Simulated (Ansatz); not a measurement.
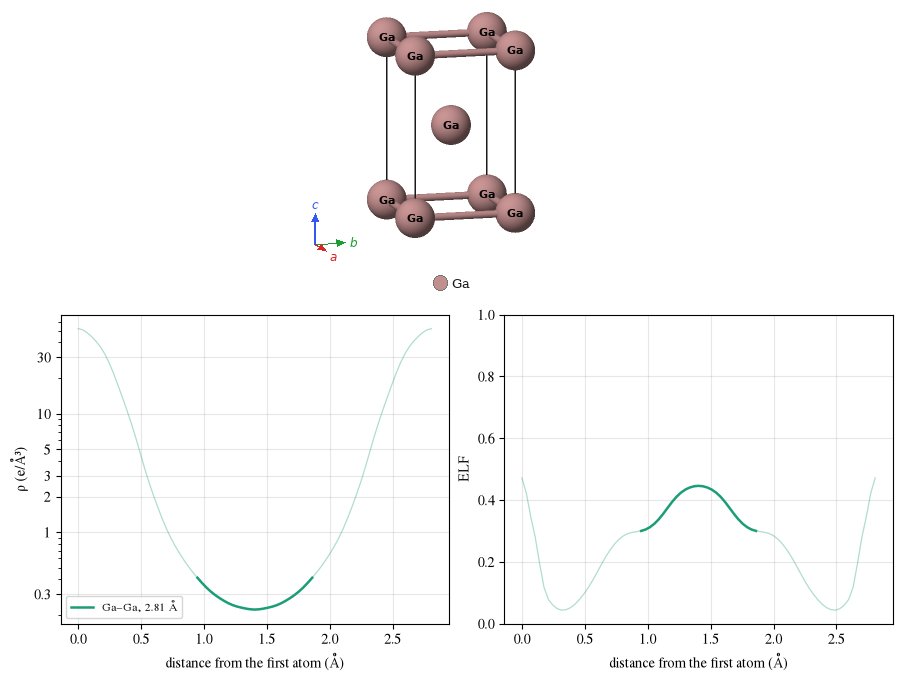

Figure. Ga. Valence pseudo-density and ELF along straight lines between neighbouring atoms. Thin, pale parts lie inside the atomic spheres. The structure is drawn too.

Space group I4/mmm; computed without spin polarisation.

Theory: Ansatz, DFT, r2SCAN, PAW with Ansatz's default frozen-core files, scalar-relativistic.

Core electrons are frozen (PAW), and the valence fields are smoothed inside the atomic spheres.

What can be read from the curves?

Ga–Ga (2.81 Å): the density is about 0.22 e/Å³ at the midpoint; the ELF is about 0.45 at the midpoint.
